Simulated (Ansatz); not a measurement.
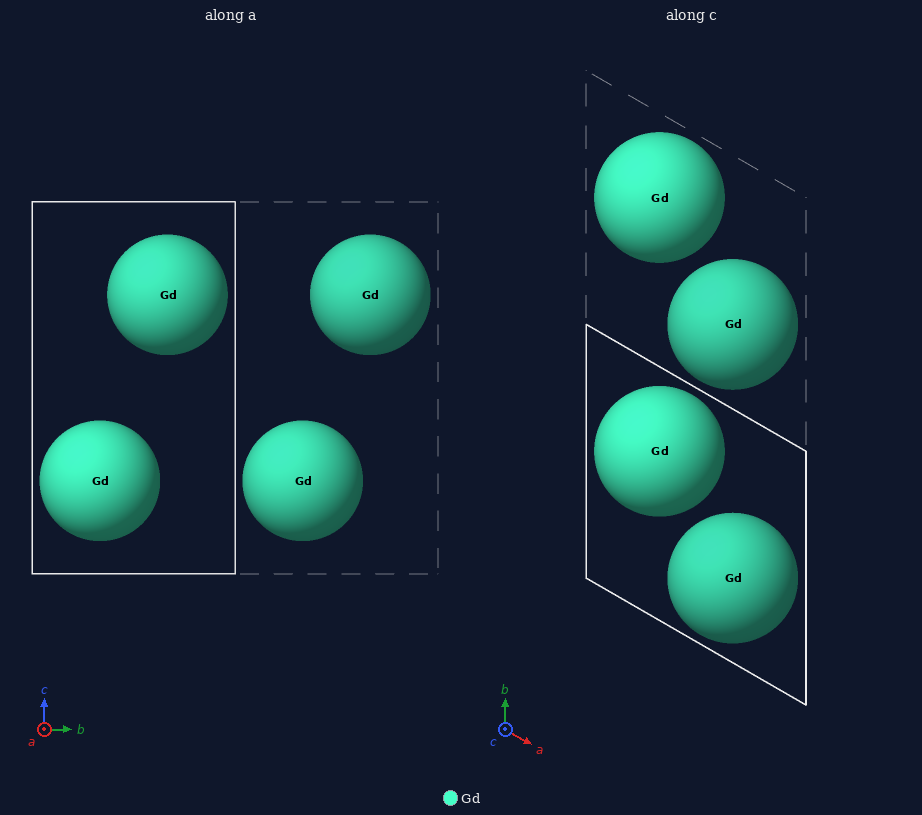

Drawn in the spheres-only manner and seen along the a axis and along the c axis. The drawing covers 1×2×1 cells, and the solid lines enclose one conventional unit cell.

Gd, space group P6_3/mmc (No. 194), a = 3.64 Å, b = 3.64 Å, c = 5.78 Å, α = 90.00°, β = 90.00°, γ = 120.00°.

Calculation details: Ansatz 0.2.0, DFT LDA+U, spin-orbit coupling, plane waves, PAW; a 420 eV plane-wave basis, Brillouin-zone sampling on a 10×10×6 mesh, Gaussian smearing of 0.05 eV, U_eff = 6.00 eV on Gd f, spinor wavefunctions. The state is ferromagnetic, in a cell of 2 atoms.

> Does the calculation give a band gap?

A metal: bands cross the Fermi level.

> Give the pressure and its sign.

The computed pressure is -3.7 GPa (stretched: it would shrink).

Starting structure: the standard structure of this element. Earlier steps of the study, as a rule a relaxation of our own, may have changed the cell and positions, so they can lie some per cent off the listed ones. Ansatz was used for an electronic-structure calculation on it.
